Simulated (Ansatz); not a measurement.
Input file:

```
crystal:
  lattice:
    - [0.0, 2.8379008, 2.8379008]
    - [2.8379008, 0.0, 2.8379008]
    - [2.8379008, 2.8379008, 0.0]
  atoms:
    - { symbol: Al, position: [0.0, 0.0, 0.0] }
    - { symbol: As, position: [0.25, 0.25, 0.25] }
basis:
  ecutwfc: 500
kpoints:
  mp_grid: { grid: [8, 8, 8] }
hamiltonian:
  xc: r2scan
scf:
  occupations: { method: gaussian, width: 0.02 }
output:
  forces: true
  stress: true
  eigenvalues: true
  write_density: true
  write_potential: true
  elf: true
  volumetric_format: npy
relax:
  adjacent_minimum: "off"
  f_tol: 0.005
  max_steps: 80
  cell: { stress_tol: 0.05 }
```

Run with:

```sh
ansatz run input.yaml --threads 8 --pin off --max-ram 20480MiB --backend cpu --events-out ev --progress --plain --runs-dir out
```

Below, planes, directions and counts refer to the conventional cell (a = 5.68 Å, b = 5.68 Å, c = 5.68 Å, α = 90.00°, β = 90.00°, γ = 90.00°).

The fields are those of the run's last geometry, not of the input's.

Space group F-43m; a structure from a database of computed crystals, not necessarily the ambient phase.

Computed with Ansatz, DFT r2SCAN, scalar-relativistic, plane waves, PAW.

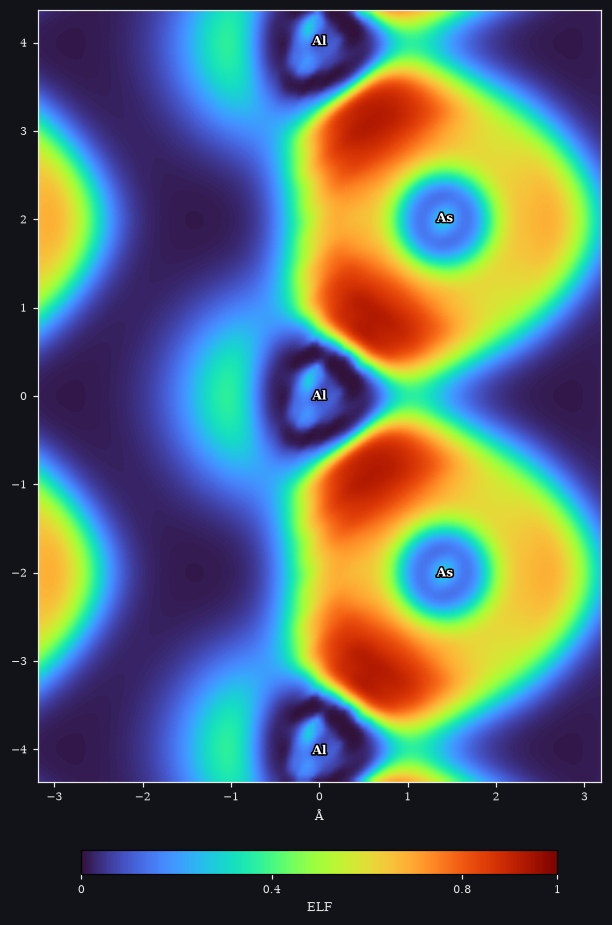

AlAs. ELF on the (110) plane of the conventional cell.

Core electrons are frozen (PAW), and the valence fields are smoothed inside the atomic spheres.

Question: What do the fields say about this system?

Answer: The plane passes through Al and As nuclei. Al–As (2.46 Å): the ELF peaks at about 0.95 between the atoms, as expected for a shared electron pair.

Question: Does the calculation give a band gap?

Answer: It is gapped, with a Kohn–Sham gap of 1.8 eV on the k-point mesh (the band edges may lie off the mesh, which would make the gap smaller).
